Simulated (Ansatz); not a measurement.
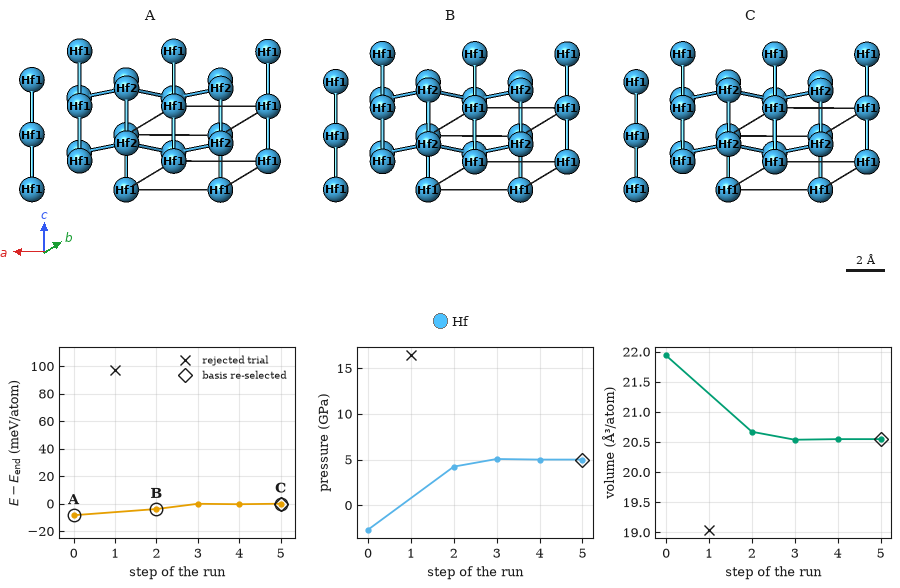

Frames of a relaxation of crystalline Hf (set up in P6/mmm), marked on the history of the run. A ball-and-stick model of the cell of the calculation, repeated 2 × 1 × 2 with one cell outlined, seen from a free direction.

The run lets cell and atoms move.

The calculation used Kohn-Sham DFT of a periodic cell, PBEsol, Ansatz PAW (Ansatz).

The input:
```yaml
crystal:
  lattice:
    - [4.962329544, 0.0, 0.0]
    - [-2.481164772, 4.297503447, 0.0]
    - [0.0, 0.0, 3.08623225]
  atoms:
    - { symbol: Hf, position: [0.0, 0.0, 0.0] }
    - { symbol: Hf, position: [0.3333333333, 0.6666666667, 0.5] }
    - { symbol: Hf, position: [0.6666666667, 0.3333333333, 0.5] }
hamiltonian:
  xc: pbesol
  pseudopotentials: { kind: paw }
kpoints:
  mp_grid: { grid: [6, 6, 9] }
scf:
  occupations: { method: fermi_dirac, width: 0.05 }
output:
  forces: true
  stress: true
  eigenvalues: true
  write_density: true
  write_potential: true
  elf: true
  volumetric_format: npy
relax:
  f_tol: 0.01
  max_steps: 40
  cell: { stress_tol: 0.05, p_target: 5.0 }
```

Command:
```bash
ansatz run input.yaml --threads 2 --pin off --max-ram 5632MiB --backend cpu --events-out ev --progress --plain --runs-dir out
```

**What happens along the run?**

The atoms keep their places relative to the cell (all moves are under 0.005 Å). Cell: a = b 4.962 → 4.850 Å (−2.3 %), c 3.086 → 3.027 Å (−1.9 %). Volume −6.3 %. Near-neighbour distances that change, for instance: Hf–Hf 3.254 → 3.183 Å, Hf–Hf 2.865 → 2.800 Å, Hf–Hf 3.086 → 3.027 Å. The space group stays P6/mmm (No. 191). Over 3 accepted moves (5 points after the start) the energy rises by 8.4 meV per atom. With the target pressure of 5 GPa, the enthalpy E + pV changes by −35.0 meV per atom. All forces vanish by symmetry, so only the cell relaxes. Pressure: −2.68 GPa at the start and 5.00 GPa at the end. The line search rejected the trial step at point 1 of the run. At 1 point the geometry stayed and the basis and grid were re-selected for the new cell (energy shift of 0.4 meV per atom at most each time). The run took 21 s on 2 threads of Intel(R) Xeon(R) Platinum 8259CL CPU @ 2.50GHz (Skylake/Cascade Lake), with other jobs on the host, peak memory 0.49 GiB. From step 0 to 2: volume −5.8 %, energy +4.5 meV per atom. From step 2 to 5: volume −0.6 %, energy +3.9 meV per atom.

| step | E − E(0), meV/atom | pressure, GPa | volume, Å³/atom | note |
| --- | --- | --- | --- | --- |
| 0 | 0.00 | -2.68 | 21.939 |  |
| 1 | 105.64 | 16.39 | 19.045 | rejected |
| 2 | 4.51 | 4.23 | 20.672 |  |
| 3 | 8.32 | 5.06 | 20.540 |  |
| 4 | 8.01 | 5.00 | 20.550 |  |
| 5 | 8.38 | 5.00 | 20.550 | same geometry, new basis |
